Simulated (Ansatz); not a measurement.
# Cu₈O₉: geometry relaxation (part 1 of 3)

- system: Cu₈O₉ (defect cell, 17 atoms in the cell)
- method: DFT PBEsol, scalar-relativistic, plane waves, PAW, PAW set soft_1, spin-polarised (Ansatz 0.2.0)

The structure derives from an entry of the Crystallography Open Database. It belongs to a series of runs on one base structure; here: start relaxed.

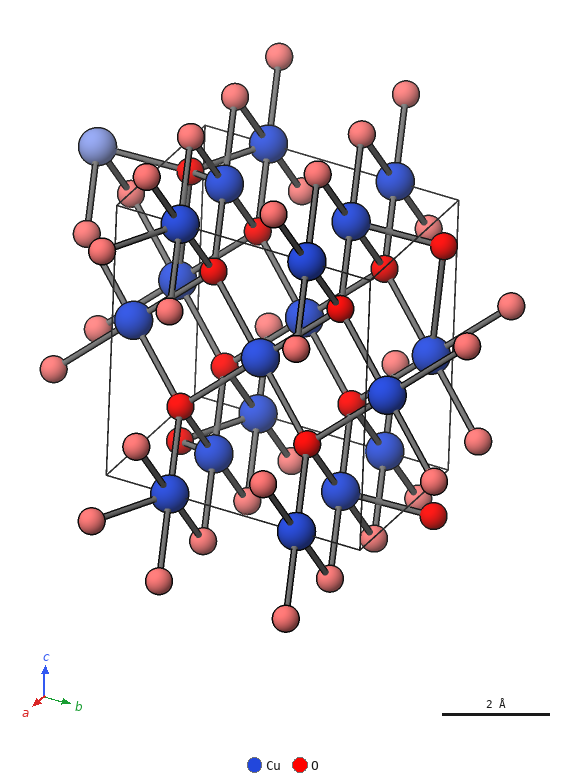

Fig. 1: The starting structure (ball-and-stick view of the cell of the calculation, seen slightly off an axis; neighbours outside the cell are drawn fainter). An atom can appear more than once, as a periodic image.

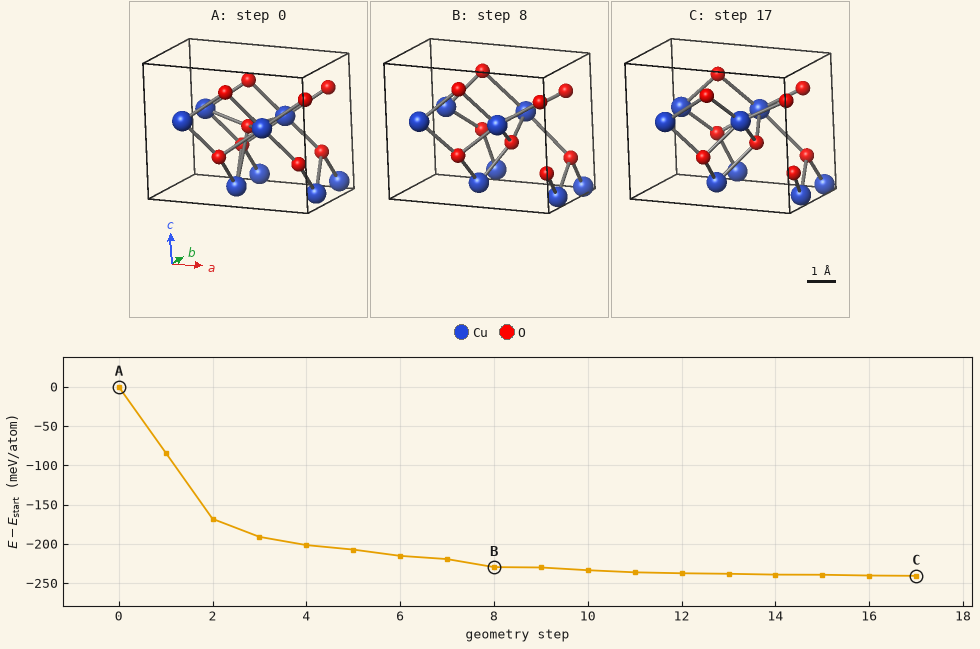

Fig. 2: Frames of the relaxation (ball-and-stick view of the cell of the calculation (origin shifted), seen slightly off an axis) above the curves, on which the letters mark them (the first geometry is step 0 here and step 1 in the log).

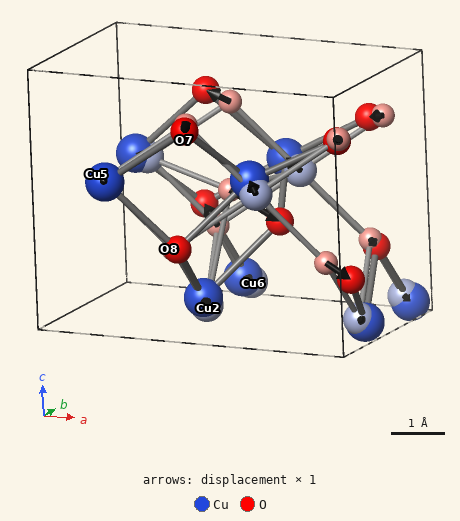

Fig. 3: Start (faint) and end (solid) with the displacements as black arrows, at true length (ball-and-stick view of the cell of the calculation (origin shifted), seen slightly off an axis). The atom that moves furthest is O17 (1.12 Å). By element the largest moves are O 1.12 Å, Cu 0.47 Å. The cell doesn't change. Among the contacts that change: Cu1–O17 1.912 → 3.147 Å, O7–Cu9 2.784 → 1.981 Å, Cu13–O16 1.961 → 2.718 Å, O4–Cu5 2.784 → 2.182 Å. New bonds form: O7–Cu9 (2.78 → 1.98 Å). Bonds break: Cu13–O16 (1.96 → 2.72 Å), Cu1–O17 (1.91 → 3.15 Å). Among the angles that change: O7–Cu13–O17 95.5° → 157.6°, O12–Cu9–O17 125.0° → 73.4°, O3–Cu9–O17 55.0° → 88.7°. Over 17 geometry steps the energy falls by 241 meV per atom. Largest force component: 4.6 eV/Å at the start, 0.066 eV/Å at the end. (Atoms are counted from 1 in the order of the input.)

The input that produced these results follows, with the program's output.

Input:
```yaml
accuracy: low
crystal:
  lattice:
    - [4.6837, -3.4226, 0.0]
    - [4.6837, 3.4226, 0.0]
    - [-0.850027, 0.0, 5.057869]
  atoms:
    - { symbol: Cu, position: [0.0, 0.25, 0.0] }
    - { symbol: Cu, position: [0.25, 0.0, 0.5] }
    - { symbol: O, position: [0.2908, 0.2092, 0.25] }
    - { symbol: O, position: [0.2092, 0.2908, 0.75] }
    - { symbol: Cu, position: [0.0, 0.75, 0.0] }
    - { symbol: Cu, position: [0.25, 0.5, 0.5] }
    - { symbol: O, position: [0.2908, 0.7092, 0.25] }
    - { symbol: O, position: [0.2092, 0.7908, 0.75] }
    - { symbol: Cu, position: [0.5, 0.25, 0.0] }
    - { symbol: Cu, position: [0.75, 0.0, 0.5] }
    - { symbol: O, position: [0.7908, 0.2092, 0.25] }
    - { symbol: O, position: [0.7092, 0.2908, 0.75] }
    - { symbol: Cu, position: [0.5, 0.75, 0.0] }
    - { symbol: Cu, position: [0.75, 0.5, 0.5] }
    - { symbol: O, position: [0.7908, 0.7092, 0.25] }
    - { symbol: O, position: [0.7092, 0.7908, 0.75] }
    - { symbol: O, position: [0.3239467, 0.0574229, 0.941697], spin: 1.0 }
magnetization:
  spin_polarized: true
basis:
  ecutwfc: 420.0
kpoints:
  mp_grid: { grid: [2, 2, 2] }
hamiltonian:
  xc: pbesol
  pseudopotentials: { kind: paw, azcp: { folder: soft_1 } }
scf:
  occupations: { method: fermi_dirac, width: 0.02 }
  lower_state_search: "off"
relax:
  f_tol: 0.08
  max_steps: 25
  adjacent_minimum: "off"
```

Command:
```bash
ansatz run input.yaml --threads 2 --pin off --max-ram 5120MiB --backend cpu --events-out ev --progress --plain --runs-dir out
```

Log:
```
Warning: [file] the record states the generating functional pbe (its physics header spells it `PBE`), which answers neither for hamiltonian.xc's functional nor for the pbesol family's — results may be inconsistent (PPs are generated against a specific XC)
Warning: [file] the record states the generating functional pbe (its physics header spells it `PBE`), which answers neither for hamiltonian.xc's functional nor for the pbesol family's — results may be inconsistent (PPs are generated against a specific XC)
Engine: ansatz 0.2.0, aarch64-unknown-linux-gnu
Pseudopotentials: kind: paw
Pseudopotential: Cu, paw, valence charge 19, recommended cutoff 420 eV (normal), [file]
Pseudopotential: O, paw, valence charge 6, recommended cutoff 420 eV (normal), [file]
Functional definition: PBEsol
  exchange = pbesol_x
  correlation = pbesol_c
Crystal: 17 atoms, lattice volume = 162.160 Å³
Basis set: ecut = 420 eV, 3181 PW (Γ), exchange–correlation on 80×80×72 points (8 copies of the dense FFT grid, shifted against one another)
Bands: 125, of which v1, the nominal top of the filled ones, is band 103 counted from 1 (102 counted from 0)
Symmetry: 1 space group operations
Space group: P1 (ITA 1), of the structure as read, at distance tolerance 5.5e-5 Å
Magnetic group: BNS 1.1 (UNI 1), of the structure as read, at distance tolerance 5.5e-5 Å
k-points: 8
Non-local potential: Cu, projectors of the file, l = 0: 3, l = 1: 2, l = 2: 3, l = 3: 1
Non-local potential: O, projectors of the file, l = 0: 2, l = 1: 2, l = 2: 1
PAW form: soft (Blöchl's): semilocal exchange-correlation on the pseudo side does not see the compensation charge
PAW frozen core: Cu, regenerated for the run's functional, and the local potential with it (the file was generated under x = pbe(κ = 0.804, μ = 0.2195149727645171), c = pbe(β = 0.06672455060314922))
PAW frozen core: O, regenerated for the run's functional, and the local potential with it (the file was generated under x = pbe(κ = 0.804, μ = 0.2195149727645171), c = pbe(β = 0.06672455060314922))
PAW one-centre angular grid: Cu, 590 points (default); XC on 64 Gauss nodes
PAW one-centre angular grid: O, 110 points (default); XC on 64 Gauss nodes
Initial density: superposition of atomic densities (chi_scale 0.1, normalization cell, long waves kept (reshape's long-wave potential 0.16 eV rms))
Starting moments: Σ|m| = 1 μB on 1 of 17 sites
Initial wavefunctions: pseudopotential atomic-orbital guess
Functional: x = pbesol(κ = 0.804, μ = 0.12345679012345678), c = pbesol(β = 0.046)
SCF iter   1: F=—  HF=-57740.959376 eV  |F-HF|=—  |Δ(HF+E_count)|=         —  Δρ=7.74e-2 (↑7.74e-2 ↓5.97e-2)  dr2=4.43e1  dr2_m=3.32e-1  M=0.549 μB ∫|m|=0.689 μB  β_m=0.30  ethr=3.10e-3  ⟨swp⟩=4.4  Hψ=5992  notcnv=0  defer=67
preconditioner: auto → Resta (q_TF=auto, 2.839 Å⁻¹)  ε∞=9.4  [insulator: Δε(μ)=0.048 eV  Ē_g=11.966 eV  σ=0.020 eV  W_gap=0.52  n_scr=70 (ndim 8)  ℏωp=34.7 eV  f_vac=0.000  D(μ)=10.22/eV (n_scr^D=104)  ε∞_Penn≈9.4]
spin=Collinear: Resta preconditioning applied to the charge; magnetization (m = ρ↑ − ρ↓) channel mixes plain (no charge-response kernel on spin).
SCF iter   2: F=—  HF=-57738.558661 eV  |F-HF|=—  |Δ(HF+E_count)|=    2.40e0  Δρ=6.99e-2 (↑6.75e-2 ↓6.99e-2)  dr2=1.76e1  dr2_m=1.75e-1  M=0.727 μB ∫|m|=0.821 μB  β_m=0.30  ethr=3.10e-3  ⟨swp⟩=2.5  Hψ=3588  notcnv=0  defer=216
preconditioner: auto → Kerker (q_TF=auto, 2.839 Å⁻¹)  [metal: Δε(μ)=0.024 eV  Ē_g=11.745 eV  σ=0.020 eV  W_gap=0.30  n_scr=70 (ndim 8)  ℏωp=34.7 eV  f_vac=0.000  D(μ)=11.44/eV (n_scr^D=124)]
spin=Collinear: Kerker preconditioning applied to the charge; magnetization (m = ρ↑ − ρ↓) channel mixes plain (no charge-response kernel on spin).
SCF iter   3: F=—  HF=-57738.053793 eV  |F-HF|=—  |Δ(HF+E_count)|=   5.05e-1  Δρ=4.01e-2 (↑3.88e-2 ↓4.01e-2)  dr2=9.36e0  dr2_m=1.14e-1  M=0.461 μB ∫|m|=0.607 μB  β_m=0.30  ethr=3.10e-3  ⟨swp⟩=2.0  Hψ=3118  notcnv=0  defer=216
SCF iter   4: F=—  HF=-57737.858902 eV  |F-HF|=—  |Δ(HF+E_count)|=   1.95e-1  Δρ=2.20e-2 (↑1.93e-2 ↓2.20e-2)  dr2=1.22e0  dr2_m=6.45e-2  M=0.586 μB ∫|m|=0.673 μB  β_m=0.30  ethr=3.10e-3  ⟨swp⟩=2.0  Hψ=2027  notcnv=0  defer=216
SCF iter   5: F=—  HF=-57738.083879 eV  |F-HF|=—  |Δ(HF+E_count)|=   2.25e-1  Δρ=2.36e-2 (↑2.08e-2 ↓2.36e-2)  dr2=2.03e0  dr2_m=4.34e-2  M=0.576 μB ∫|m|=0.661 μB  β_m=0.30  ethr=5.93e-4  ⟨swp⟩=2.0  Hψ=2860  notcnv=0  defer=212
SCF iter   6: F=—  HF=-57738.080801 eV  |F-HF|=—  |Δ(HF+E_count)|=   3.08e-3  Δρ=1.12e-2 (↑1.08e-2 ↓1.12e-2)  dr2=4.66e-1  dr2_m=2.68e-2  M=0.680 μB ∫|m|=0.750 μB  β_m=0.30  ethr=5.93e-4  ⟨swp⟩=2.1  Hψ=2688  notcnv=0  defer=211
SCF iter   7: F=—  HF=-57738.043004 eV  |F-HF|=—  |Δ(HF+E_count)|=   3.78e-2  Δρ=7.62e-3 (↑7.53e-3 ↓7.62e-3)  dr2=2.17e-1  dr2_m=1.84e-2  M=0.692 μB ∫|m|=0.759 μB  β_m=0.30  ethr=2.26e-4  ⟨swp⟩=2.0  Hψ=1857  notcnv=0  defer=211
SCF iter   8: F=—  HF=-57737.997968 eV  |F-HF|=—  |Δ(HF+E_count)|=   4.50e-2  Δρ=6.82e-3 (↑6.76e-3 ↓6.82e-3)  dr2=1.72e-1  dr2_m=1.27e-2  M=0.685 μB ∫|m|=0.748 μB  β_m=0.30  ethr=1.05e-4  ⟨swp⟩=2.8  Hψ=2944  notcnv=0  defer=211
Mixer restart at iter 8: flushing history
spin-set hold released at iteration 8 (site moments contracting): the magnetisation degrees of freedom join the quasi-Newton model from the next iteration; the mixer history was flushed
SCF iter   9: F=—  HF=-57738.011029 eV  |F-HF|=—  |Δ(HF+E_count)|=   1.31e-2  Δρ=9.09e-3 (↑8.34e-3 ↓9.09e-3)  dr2=3.37e-1  dr2_m=8.47e-3  M=0.704 μB ∫|m|=0.766 μB  β_m=0.23  ethr=8.35e-5  ⟨swp⟩=2.1  Hψ=2895  notcnv=0  defer=210
SCF iter  10: F=—  HF=-57737.992950 eV  |F-HF|=—  |Δ(HF+E_count)|=   1.81e-2  Δρ=3.69e-3 (↑3.69e-3 ↓2.85e-3)  dr2=2.20e-2  dr2_m=8.56e-3  M=0.706 μB ∫|m|=0.765 μB  β_m=0.19  ethr=8.35e-5  ⟨swp⟩=2.1  Hψ=2446  notcnv=0  defer=210
SCF iter  11: F=—  HF=-57737.996259 eV  |F-HF|=—  |Δ(HF+E_count)|=   3.31e-3  Δρ=2.96e-3 (↑2.96e-3 ↓2.57e-3)  dr2=1.45e-2  dr2_m=6.60e-3  M=0.713 μB ∫|m|=0.769 μB  β_m=0.24  ethr=1.07e-5  ⟨swp⟩=2.0  Hψ=1946  notcnv=0  defer=210
SCF iter  12: F=—  HF=-57738.001551 eV  |F-HF|=—  |Δ(HF+E_count)|=   5.29e-3  Δρ=2.45e-3 (↑2.45e-3 ↓1.97e-3)  dr2=8.83e-3  dr2_m=4.54e-3  M=0.736 μB ∫|m|=0.788 μB  β_m=0.50  ethr=7.05e-6  ⟨swp⟩=2.0  Hψ=2465  notcnv=0  defer=210
SCF iter  13: F=—  HF=-57738.010288 eV  |F-HF|=—  |Δ(HF+E_count)|=   8.74e-3  Δρ=4.33e-3 (↑4.33e-3 ↓3.18e-3)  dr2=6.56e-2  dr2_m=3.45e-3  M=0.763 μB ∫|m|=0.809 μB  β_m=0.66  ethr=4.29e-6  ⟨swp⟩=2.0  Hψ=3564  notcnv=0  defer=210
SCF iter  14: F=—  HF=-57738.011959 eV  |F-HF|=—  |Δ(HF+E_count)|=   1.67e-3  Δρ=3.34e-3 (↑3.34e-3 ↓2.64e-3)  dr2=4.07e-2  dr2_m=1.77e-3  M=0.799 μB ∫|m|=0.838 μB  β_m=0.49  ethr=4.29e-6  ⟨swp⟩=2.0  Hψ=3580  notcnv=0  defer=210
SCF iter  15: F=—  HF=-57738.008395 eV  |F-HF|=—  |Δ(HF+E_count)|=   3.56e-3  Δρ=1.48e-3 (↑9.95e-4 ↓1.48e-3)  dr2=3.17e-3  dr2_m=1.33e-3  M=0.837 μB ∫|m|=0.874 μB  β_m=0.64  ethr=4.29e-6  ⟨swp⟩=2.0  Hψ=3625  notcnv=0  defer=210
SCF iter  16: F=—  HF=-57738.010256 eV  |F-HF|=—  |Δ(HF+E_count)|=   1.86e-3  Δρ=2.41e-3 (↑2.41e-3 ↓2.14e-3)  dr2=2.14e-2  dr2_m=9.86e-4  M=0.868 μB ∫|m|=0.904 μB  β_m=0.54  ethr=1.54e-6  ⟨swp⟩=2.0  Hψ=3601  notcnv=0  defer=210  recentre
SCF iter  17: F=—  HF=-57738.009074 eV  |F-HF|=—  |Δ(HF+E_count)|=   1.18e-3  Δρ=1.70e-3 (↑7.78e-4 ↓1.70e-3)  dr2=4.51e-3  dr2_m=1.17e-3  M=0.870 μB ∫|m|=0.907 μB  β_m=0.32  ethr=1.54e-6  ⟨swp⟩=2.0  Hψ=3554  notcnv=0  defer=210
SCF iter  18: F=—  HF=-57738.009747 eV  |F-HF|=—  |Δ(HF+E_count)|=   6.73e-4  Δρ=1.96e-3 (↑1.96e-3 ↓1.02e-3)  dr2=9.56e-3  dr2_m=8.17e-4  M=0.876 μB ∫|m|=0.915 μB  β_m=0.09  ethr=1.54e-6  ⟨swp⟩=2.0  Hψ=3074  notcnv=0  defer=210
SCF iter  19: F=—  HF=-57738.009362 eV  |F-HF|=—  |Δ(HF+E_count)|=   3.86e-4  Δρ=7.47e-4 (↑7.01e-4 ↓7.47e-4)  dr2=1.55e-4  dr2_m=7.32e-4  M=0.908 μB ∫|m|=0.948 μB  β_m=0.34  ethr=1.54e-6  ⟨swp⟩=2.0  Hψ=2521  notcnv=0  defer=210
SCF iter  20: F=—  HF=-57738.009798 eV  |F-HF|=—  |Δ(HF+E_count)|=   4.37e-4  Δρ=7.00e-4 (↑6.28e-4 ↓7.00e-4)  dr2=7.88e-4  dr2_m=4.13e-4  M=0.947 μB ∫|m|=0.993 μB  β_m=0.34  ethr=7.53e-8  ⟨swp⟩=2.0  Hψ=3402  notcnv=0  defer=210
SCF iter  21: F=—  HF=-57738.009817 eV  |F-HF|=—  |Δ(HF+E_count)|=   1.92e-5  Δρ=7.50e-4 (↑6.02e-4 ↓7.50e-4)  dr2=1.06e-3  dr2_m=3.21e-4  M=0.955 μB ∫|m|=1.006 μB  β_m=0.46  ethr=7.53e-8  ⟨swp⟩=2.0  Hψ=3488  notcnv=0  defer=210
SCF iter  22: F=—  HF=-57738.010203 eV  |F-HF|=—  |Δ(HF+E_count)|=   3.85e-4  Δρ=7.09e-4 (↑7.09e-4 ↓5.31e-4)  dr2=1.31e-3  dr2_m=2.63e-4  M=0.968 μB ∫|m|=1.029 μB  β_m=0.57  ethr=7.53e-8  ⟨swp⟩=2.0  Hψ=3451  notcnv=0  defer=210
SCF iter  23: F=—  HF=-57738.010287 eV  |F-HF|=—  |Δ(HF+E_count)|=   8.46e-5  Δρ=6.50e-4 (↑5.54e-4 ↓6.50e-4)  dr2=1.24e-3  dr2_m=1.53e-4  M=0.973 μB ∫|m|=1.041 μB  β_m=0.66  ethr=7.53e-8  ⟨swp⟩=2.0  Hψ=3430  notcnv=0  defer=210
SCF iter  24: F=—  HF=-57738.010410 eV  |F-HF|=—  |Δ(HF+E_count)|=   1.22e-4  Δρ=7.24e-4 (↑6.10e-4 ↓7.24e-4)  dr2=1.78e-3  dr2_m=1.24e-4  M=0.971 μB ∫|m|=1.047 μB  β_m=0.55  ethr=7.53e-8  ⟨swp⟩=2.0  Hψ=3383  notcnv=0  defer=210
SCF iter  25: F=—  HF=-57738.010396 eV  |F-HF|=—  |Δ(HF+E_count)|=   1.37e-5  Δρ=5.85e-4 (↑4.88e-4 ↓5.85e-4)  dr2=1.24e-3  dr2_m=8.96e-5  M=0.979 μB ∫|m|=1.065 μB  β_m=0.48  ethr=7.53e-8  ⟨swp⟩=2.0  Hψ=3335  notcnv=0  defer=210
SCF iter  26: F=—  HF=-57738.010429 eV  |F-HF|=—  |Δ(HF+E_count)|=   3.35e-5  Δρ=8.14e-4 (↑8.14e-4 ↓5.01e-4)  dr2=1.91e-3  dr2_m=7.12e-5  M=0.977 μB ∫|m|=1.063 μB  β_m=0.25  ethr=7.53e-8  ⟨swp⟩=2.0  Hψ=3402  notcnv=0  defer=210
[...]
  greatest PAW one-centre occupation: 1.000 electrons in one spin orbital (limit 2), on the Cu atom at site 0 (counted from 0), in its partial waves of l = 0
relax step   1: F+E_penalty+E_count = -57738.01039741 eV  Δ(F+E_penalty+E_count) = +0.000e0 eV  max|allowed force component| = 4.631e0 eV/Å  Δτ_max = 0.0000 Å  (39 SCF iters, dr2 threshold 1.00e-4 eV, accepted)
Initial density: handed on by an earlier stage of this run
Starting moments: Σ|m| = 1 μB on 1 of 17 sites; this step starts from the density that it was given
Initial wavefunctions: those handed on with the density
preconditioner: auto → Kerker (q_TF=auto, 2.839 Å⁻¹)  [metal: Δε(μ)=0.022 eV  Ē_g=11.735 eV  σ=0.020 eV  W_gap=0.25  n_scr=70 (ndim 8)  ℏωp=34.7 eV  f_vac=0.001  D(μ)=13.65/eV (n_scr^D=162)]
spin=Collinear: Kerker preconditioning applied to the charge; magnetization (m = ρ↑ − ρ↓) channel mixes plain (no charge-response kernel on spin).
relax step   2: F+E_penalty+E_count = -57739.43574812 eV  Δ(F+E_penalty+E_count) = -1.425e0 eV  max|allowed force component| = 3.544e0 eV/Å  Δτ_max = 0.0889 Å  (31 SCF iters, dr2 threshold 1.00e-4 eV, accepted)
preconditioner: auto → Kerker (q_TF=auto, 2.839 Å⁻¹)  [metal: Δε(μ)=0.010 eV  Ē_g=11.819 eV  σ=0.020 eV  W_gap=0.12  n_scr=70 (ndim 8)  ℏωp=34.7 eV  f_vac=0.006  D(μ)=9.97/eV (n_scr^D=98)]
spin=Collinear: Kerker preconditioning applied to the charge; magnetization (m = ρ↑ − ρ↓) channel mixes plain (no charge-response kernel on spin).
```
